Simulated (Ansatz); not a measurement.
Phonon calculation of ScAl

The run: phonon calculation of ScAl (Pm-3m, 2 atoms in the cell). Method and program: DFT LDA, scalar-relativistic, plane waves, PAW, no spin polarisation (Ansatz 0.2.0).

The structure derives from a Materials Project entry. It belongs to a series of runs on one base structure; here: phonons at rest. Figures and captions count atoms from 1; the log counts them from 0 in places.

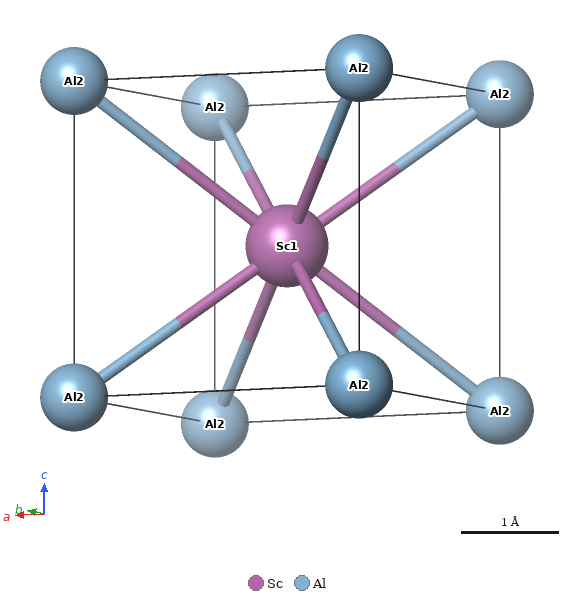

*The structure (ball-and-stick view of the cell of the calculation, seen at an oblique angle; atoms are numbered from 1 in the order of the input).*

**Input file**
```yaml
crystal:
  lattice:
    - [3.3103785509, 0.0, 0.0]
    - [0.0, 3.3103785509, 0.0]
    - [0.0, 0.0, 3.3103785509]
  atoms:
    - { symbol: Sc, position: [0.5, 0.5, 0.5] }
    - { symbol: Al, position: [0.0, 0.0, 0.0] }
basis:
  ecutwfc: 420
kpoints:
  mp_grid: { grid: [12, 12, 12] }
hamiltonian:
  xc: lda
scf:
  occupations: { method: fermi_dirac, width: 0.15 }
output:
  eigenvalues: true
phonons:
  method: dfpt
  eigenvectors: true
  qmesh: [2, 2, 2]
  temperatures: { t_max: 1000, t_step: 100 }
  qpath:
    path:
      - [[0.0, 0.0, 0.0], [0.0, 0.5, 0.0], [0.5, 0.5, 0.0], [0.0, 0.0, 0.0], [0.5, 0.5, 0.5], [0.0, 0.5, 0.0]]
      - [[0.5, 0.5, 0.5], [0.5, 0.5, 0.0]]
    npoints: 8
```

Hardware: 2 threads of Oxide Virtual Turin-like (Zen 5), 32 GiB of memory available, shared host.

Run as:
```bash
ansatz run input.yaml --threads 2 --pin off --max-ram 6144MiB --backend cpu --events-out ev --progress --plain --runs-dir out
```

**The program's output**
```
Engine: ansatz 0.2.0, x86_64-unknown-linux-gnu
Pseudopotentials: kind: paw
Pseudopotential: Sc, paw, valence charge 11, recommended cutoff 420 eV (normal), Sc.paw.azcp
Pseudopotential: Al, paw, valence charge 3, recommended cutoff 420 eV (normal), Al.paw.azcp
Functional definition: SPW92
  exchange = slater_x
  correlation = pw_c
Crystal: 2 atoms, lattice volume = 36.277 Å³
Basis set: ecut = 420 eV, 739 PW (Γ), exchange–correlation on 48×48×48 points (8 copies of the dense FFT grid, shifted against one another)
Bands: 11, of which v1, the nominal top of the filled ones, is band 7 counted from 1 (6 counted from 0)
Symmetry: 48 space group operations
k-points: 84 of 1728
Non-local potential: Sc, projectors of the file, l = 0: 3, l = 1: 2, l = 2: 3, l = 3: 1
Non-local potential: Al, projectors of the file, l = 0: 2, l = 1: 2, l = 2: 1
PAW form: soft (Blöchl's): semilocal exchange-correlation on the pseudo side does not see the compensation charge
PAW frozen core: Sc, regenerated for the run's functional, and the local potential with it (the file was generated under x = pbe(κ = 0.804, μ = 0.2195149727645171), c = pbe(β = 0.06672455060314922))
PAW frozen core: Al, regenerated for the run's functional, and the local potential with it (the file was generated under x = pbe(κ = 0.804, μ = 0.2195149727645171), c = pbe(β = 0.06672455060314922))
PAW one-centre angular grid: Sc, 590 points (default); XC on 64 Gauss nodes
PAW one-centre angular grid: Al, 110 points (default); XC on 64 Gauss nodes
Initial density: superposition of atomic densities (neutral atoms: chi_scale 0, normalization atom), corrected by the library's trained network
Initial wavefunctions: pseudopotential atomic-orbital guess
Functional: x = slater, c = lda
SCF iter   1: F=—  HF=-2602.904609 eV  |F-HF|=—  |Δ(HF+E_count)|=         —  Δρ=4.20e-3  dr2=7.24e-3  ethr=1.77e-3  ⟨swp⟩=5.0  Hψ=4910  notcnv=0
preconditioner: auto → none  [metal: Δε(μ)=0.052 eV  Ē_g=5.075 eV  σ=0.150 eV  W_gap=0.09  n_scr=6 (ndim 8)  ℏωp=15.1 eV  f_vac=0.000  D(μ)=0.93/eV (n_scr^D=6)  sad-step TF]
SCF iter   2: F=—  HF=-2602.903470 eV  |F-HF|=—  |Δ(HF+E_count)|=   1.14e-3  Δρ=2.56e-3  dr2=2.34e-3  ethr=5.17e-5  ⟨swp⟩=1.0  Hψ=1596  notcnv=0
SCF iter   3: F=—  HF=-2602.903108 eV  |F-HF|=—  |Δ(HF+E_count)|=   3.62e-4  Δρ=5.60e-4  dr2=1.88e-4  ethr=1.67e-5  ⟨swp⟩=1.9  Hψ=1125  notcnv=0
SCF iter   4: F=—  HF=-2602.903056 eV  |F-HF|=—  |Δ(HF+E_count)|=   5.18e-5  Δρ=1.48e-4  dr2=7.55e-6  ethr=1.34e-6  ⟨swp⟩=2.9  Hψ=1696  notcnv=0
SCF iter   5: F=—  HF=-2602.903057 eV  |F-HF|=—  |Δ(HF+E_count)|=   6.95e-7  Δρ=1.21e-5  dr2=5.17e-8  ethr=5.39e-8  ⟨swp⟩=2.7  Hψ=1547  notcnv=0
SCF iter   6: F=—  HF=-2602.903055 eV  |F-HF|=—  |Δ(HF+E_count)|=   1.42e-6  Δρ=1.27e-6  dr2=3.81e-10  ethr=3.69e-10  ⟨swp⟩=2.2  Hψ=1181  notcnv=0
SCF iter   7: F=-2602.903055 eV  HF=-2602.903055 eV  |F-HF|=1.36e-12  |Δ(HF+E_count)|=  1.88e-10  Δρ=8.34e-8  dr2=2.65e-12  ethr=1.00e-12  ⟨swp⟩=3.2  Hψ=3843  notcnv=0
the search or the solves at the SCF's close seem to have found levels that the self-consistency loop had missed (the run counts 1). By its estimate they hold under 1e-12 electrons; where the run keeps them, the occupations were computed again with them
SCF 1 converged in 7 iterations: F = -2602.903055 eV  dr2 = 2.65e-12
  greatest PAW one-centre occupation: 0.998 electrons in one spin orbital (limit 2), on the Sc atom at site 0 (counted from 0), in its partial waves of l = 0
Initial density: read from a saved state, or passed on in memory by an earlier SCF of this step, an earlier step, the calling program or the single point that the run made first
iter 1 solved again at ethr=3.56e-9 eV; its pass at ethr=3.10e-3 eV (dr2=4.98e-7 eV) is discarded
SCF iter   1: F=—  HF=-2602.903055 eV  |F-HF|=—  |Δ(HF+E_count)|=         —  Δρ=1.17e-7  dr2=2.93e-12  ethr=3.56e-9  ⟨swp⟩=3.0  Hψ=7925  notcnv=0
eigensolver tolerance schedule: the retry pair's looser diagonalisation over-reported the residual by 169915.32 of it (diagonalisation noise at 0.24 of the residual, at the tolerance the schedule requests for it); recorded, not acted on — ethr = c·dr2/N_el stays at c = 1.0e-1
preconditioner: auto → none  [metal: Δε(μ)=0.049 eV  Ē_g=5.110 eV  σ=0.150 eV  W_gap=0.08  n_scr=6 (ndim 8)  ℏωp=15.1 eV  f_vac=0.000  D(μ)=0.92/eV (n_scr^D=6)]
SCF iter   2: F=-2602.903055 eV  HF=-2602.903055 eV  |F-HF|=4.55e-13  |Δ(HF+E_count)|=  2.93e-10  Δρ=4.18e-8  dr2=1.71e-13  ethr=1.00e-12  ⟨swp⟩=3.7  Hψ=3129  notcnv=0
SCF 2 converged in 2 iterations: F = -2602.903055 eV  dr2 = 1.71e-13
phonons: the bands overlap, so this run is a metal and interpolates without the dipole-dipole term. If the crystal is really an insulator or semiconductor, its LO-TO splitting is missing
NSCF: frozen V_eff on 84 k-points
NSCF: frozen V_eff on 196 k-points
DFPT response loops at q = (0, 0, 0) (fractional): preconditioner auto → Kerker (q_TF=auto, 2.328 Å⁻¹) (partly filled bands, converged f_vac=0.000); β = 1.00, the filter's whole step (`scf.mixing.beta` (0.50) is not read by the response loops under this deck's `scf.mixing.preconditioner`; to damp them name `kerker` or `kerker_dos`, under which they read `scf.mixing.beta`, and type it under 1.00, their step now; both keys bind the ground state too); Broyden in place of MSR1
NSCF: frozen V_eff on 686 k-points
DFPT response loops at q = (0, 0, -0.5) (fractional): mixed as the last ones told, above
NSCF: frozen V_eff on 686 k-points
DFPT response loops at q = (0, -0.5, -0.5) (fractional): mixed as the last ones told, above
NSCF: frozen V_eff on 392 k-points
DFPT response loops at q = (-0.5, -0.5, -0.5) (fractional): mixed as the last ones told, above
SCF converged after 7 iterations
Free energy (F): -2602.903055 eV
Harris-Foulkes:  -2602.903055 eV  (|F-HF|=1.36e-12)
Internal energy: -2602.830095 eV  (E = F + TS)
E sigma→0 (E₀):  -2602.866575 eV
Entropy (-TS):   -0.072961 eV (-36.480 meV/atom)
Fermi energy:    9.957282 eV
--- Per-component energies (eV) ---
  E_band       = -142.862148
  E_kinetic    = 286.377510
  E_local      = -899.984005  (includes V_loc(G=0)·N_el)
  E_nonlocal   = 98.365019
  E_hartree    = 326.778153
  E_xc         = -143.551886
  E_vxc        = -159.264873  (∫ρ·V_xc dr)
  E_paw        = -1353.843691  (= ΣΔE_a)
  E_vpaw       = -121.912153  (= ΣTr[D̂ρ^β])
  E_aug_tail   = 0.000006  (compensation charges beyond the density's cutoff)
  E_ewald      = -917.331841
  E_core_change = 0.360639  (= ΣΔE_core)
  E_smearing   = -0.072961  (= −TS)
  E_closure    = -0.000000  (closes the sum)
  Σ components = -2602.903055   (vs F -2602.903055, Δ=0.00e0)
--- Band table (eV; the first three rows and the last of 84) ---
  k-point 0: bands = ["-38.7997", "-17.6614", "-17.6614", "-17.6614", "1.3728", "9.2263", "9.2263", "12.8046", "12.8046", "12.8046", "13.9447"]
  k-point 1: bands = ["-38.7983", "-17.6768", "-17.6600", "-17.6600", "1.4769", "9.1371", "9.2792", "12.4708", "12.4708", "12.8207", "13.6532"]
  k-point 2: bands = ["-38.7947", "-17.7186", "-17.6563", "-17.6563", "1.7843", "8.7799", "9.4309", "11.9334", "11.9334", "12.8654", "13.2216"]
  k-point 83: bands = ["-38.7424", "-17.8222", "-17.8222", "-17.8222", "7.3213", "7.3213", "7.3213", "9.6912", "13.1206", "13.1206", "13.1206"]
--- Phonons (Γ-DFPT): 2 representative perturbations + reference (Σ response iterations 6) ---
  ASR residual: 1.453e-3 → 0.000e0 eV/Å²; symmetrization residual: 5.443e-7 eV/Å²
  ASR residual per site (eV/Å²): 1.45e-3 1.61e-5
  Γ frequencies (cm⁻¹): 0.00 0.00 0.00 295.04 295.04 295.04
--- Phonons (arbitrary-q DFPT): 4 irreducible q on the 2×2×2 mesh ---
  q = [0.0000, 0.0000, 0.0000] (star 1, of the zone-centre solve; hermiticity 2.02e-7, symmetrization 4.86e-13): 0.00 0.00 0.00 295.04 295.04 295.04
  q = [0.0000, 0.0000, -0.5000] (star 3, 4 solved perturbations in 1078 linear systems a pass and spin channel, the states on 343 of 1728 k-point pairs; hermiticity 3.33e-9, symmetrization 8.23e-10): 189.30 189.30 244.07 245.21 250.64 250.64
  q = [0.0000, -0.5000, -0.5000] (star 3, 4 solved perturbations in 1078 linear systems a pass and spin channel, the states on 343 of 1728 k-point pairs; hermiticity 1.20e-7, symmetrization 4.85e-13): 53.54 53.54 170.09 267.95 351.24 351.24
  q = [-0.5000, -0.5000, -0.5000] (star 1, 2 solved perturbations on 196 of 1728 k-point pairs; hermiticity 9.59e-14, symmetrization 6.96e-13): 237.51 237.51 237.51 279.28 279.28 279.28
  sum rule: each row above includes the acoustic sum rule's correction from the zone centre's row sums; it moved no ω² by more than (2.96 cm⁻¹)²
  mesh force constants: q→R imaginary residual 3.05e-17; ASR residual 1.453e-3 → 0.000e0 eV/Å²; symmetrization residual 9.770e-15 eV/Å²
  interpolated dispersion: 50 rows × 6 modes
  density of states and harmonic sums: on the 20×20×20 q-mesh, interpolated from the force constants of a 2×2×2 supercell (no non-analytic term)
  largest difference from the sums on the solved wave vectors: F 4.66e-2 eV, S 7.89e-5 and C_V 3.23e-5 eV/K
  zero-point energy: 0.082067 eV/cell   skipped modes (ω ≤ 0): 3   left out of the sums: 6.25e-5 of the cell's modes: C_V's classical limit lies that fraction below 3 k_B per atom; for a crystal, a wire or a layer, F and S can be off by more, and a phonons.interpolated_qmesh denser along its periods is the remedy for the sampling
```

**File phthermo.tsv**
```
# format = ansatz-phthermo/1
# interpolated_qmesh = 20 20 20
# force_constants_supercell = 2 2 2
# non_analytic_term = not included (the non-analytic LO-TO correction is not applied to the interpolated dynamical matrix; polar crystals: no LO-TO splitting at GAMMA, and LO and other optical branches, acoustic branches and sound speeds, and with them the density of states and the thermodynamics, can be off between the wave vectors that the force constants were sampled on, most near GAMMA; a larger extent of the force constants narrows that region and is not shown to mend the acoustic slopes)
# zero_point_energy_ev = 8.2066923214e-2
# n_skipped_modes = 3
# share_of_modes_left_out = 6.2500000000e-5
# rigid_motions_known_by = geometry
# t_k	f_vib_ev	s_ev_per_k	c_v_ev_per_k
0.0000	8.2066923214e-2	0.0000000000e0	0.0000000000e0
100.0000	7.7064806245e-2	1.4881133427e-4	2.4953590756e-4
200.0000	5.0057457347e-2	3.8340081584e-4	4.1402668654e-4
300.0000	2.3097973539e-3	5.6295332545e-4	4.6638482465e-4
400.0000	-6.1137057672e-2	7.0040511750e-4	4.8744882521e-4
500.0000	-1.3686283726e-1	8.1040426198e-4	4.9775262813e-4
600.0000	-2.2259848048e-1	9.0170985368e-4	5.0350564890e-4
700.0000	-3.1676001776e-1	9.7961057073e-4	5.0702920206e-4
800.0000	-4.1818726326e-1	1.0474757270e-3	5.0933852174e-4
900.0000	-5.2599668355e-1	1.1075646104e-3	5.1093208607e-4
1000.0000	-6.3949417472e-1	1.1614590787e-3	5.1207713368e-4
```

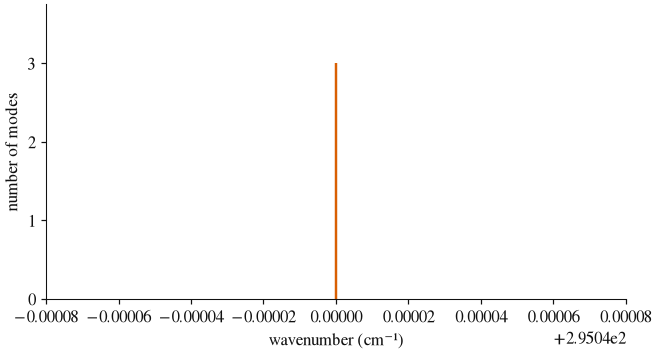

*Optical phonons at the zone centre (no LO–TO term); neighbouring modes closer than 3 cm⁻¹ are counted in one stick.*

3 modes from 295 to 295 cm⁻¹, none imaginary.

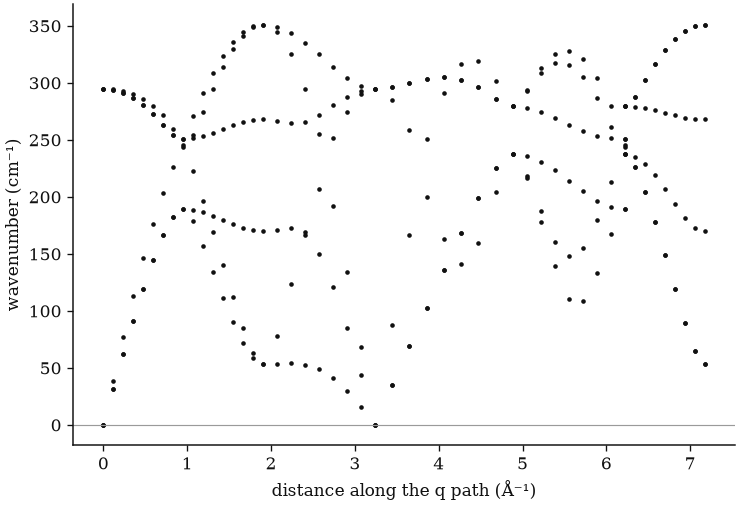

*Phonon frequencies along the path of the input (imaginary ones negative).*

The highest is 351 cm⁻¹; no branch is clearly imaginary on this path.

**Key numbers**

| quantity | value |
| --- | --- |
| outcome | converged |
| space group (tolerance 0.01 Å) | Pm-3m (221) |
| electrons treated | 14 |
| free energy | −2602.9031 eV |
| Fermi energy | 9.957 eV |
| gap on the k-point mesh | none (metallic) |
| wall time | 53 s (CPU time 98 s) |
| peak memory | 0.75 GiB |

**Remarks**

Results for this metal are sensitive to the k-point mesh.
